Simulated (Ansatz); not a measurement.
Ti₁₆Al₁₆H (cell with a defect)

```xyz
33
Lattice="0.0000 0.0000 8.1565 -5.6433 5.6433 4.0783 -5.6433 -5.6433 4.0783" Properties=species:S:1:pos:R:3 pbc="T T T"
Ti   -7.0474    1.4095   10.1857
Ti   -7.0581    1.4096    6.1366
Ti   -4.2236   -1.3963    6.1429
Ti   -4.2283   -1.4055   10.1815
Ti   -4.2302    1.4097    6.1370
Ti   -4.2409    1.4094   10.1852
Ti   -4.2246    4.2159    6.1424
Ti   -4.2287    4.2246   10.1812
Ti   -7.0592    4.2244   10.1813
Ti   -7.0643    4.2155    6.1429
Ti   -1.4109    1.4094    6.0909
Ti   -1.4401    1.4097    2.0867
Ti   -7.0595   -1.4053   10.1812
Ti   -7.0639   -1.3963    6.1425
Ti   -9.8483    1.4097   10.2441
Ti   -4.2347   -4.2338   10.1686
Al   -5.6440    0.0039    8.1615
Al   -5.6439    0.0133    4.0860
Al   -2.8421   -2.8310    4.0876
Al   -8.4465    2.8236   12.2451
Al   -2.8413   -0.0047    4.0886
Al   -2.8028    0.0065    8.1661
Al   -2.8409    2.8240    4.0888
Al   -8.4461   -2.8303   12.2438
Al   -5.6444    2.8151    8.1614
Al   -5.6442    2.8061    4.0857
Al   -5.6443    5.6340    8.1587
Al   -5.6442    5.5666   12.2060
Al   -5.6441   -2.8148    8.1585
Al   -5.6437   -2.7465   12.2050
Al   -8.4856    0.0069    8.1658
Al   -8.4468   -0.0051   12.2449
H    -5.6440   -4.2305    5.1100
```

Computed without spin polarisation.

Level of theory: DFT PBE, scalar-relativistic, plane waves, PAW in Ansatz.

Core electrons are frozen (PAW), and the valence fields are smoothed inside the atomic spheres.

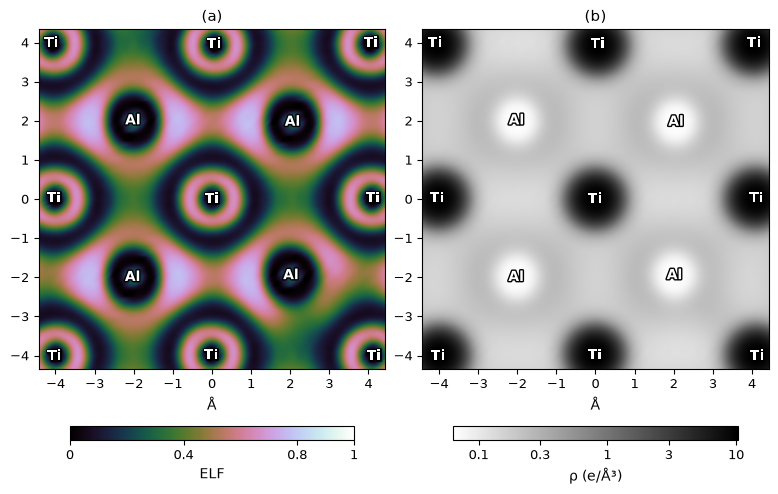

Figure 1. (a) electron localisation function; (b) valence pseudo-density on the (010) plane of the calculation cell.

Describe what can be read from this map.

Answer.
- The section cuts through Ti and Al sites.
- Ti–Al (2.81 Å): ρ at the midpoint is about 0.2 e/Å³; the ELF is about 0.35 at the midpoint.
- Ti–Al (2.84 Å): ρ is about 0.2 e/Å³ halfway; the ELF is about 0.40 at the midpoint.
- Between the atoms the lowest density in this plane is 0.12 e/Å³.
- The features right at Ti lie inside the PAW spheres, where the map follows smoothed inner orbitals and isn't to be read closely.

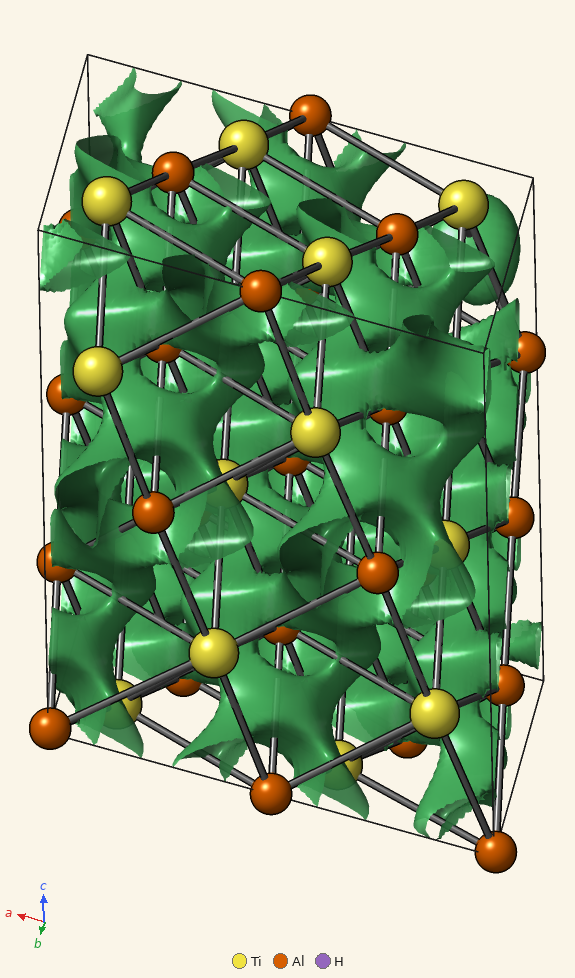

Figure 2. Isosurface of the electron localisation function at 0.6 (green), seen at an oblique angle. Core shells and regions of very low density are left out. Sticks mark near contacts.

What do the ELF domains correspond to?

Answer. The ELF exceeds this value in one region around a hydrogen nucleus and sheets that run through the cell in two directions, counted in one cell of 33 atoms. Any copies at cell faces, edges or corners count once. Profiles from the grid: Ti–H (1.78 Å): the ELF climbs to about 1 towards the hydrogen. Al–H (1.82 Å): the ELF climbs to about 1 towards the hydrogen.

Metal or insulator at this level of theory?

Answer. It is metallic or semimetallic at this level of theory: no gap opens.
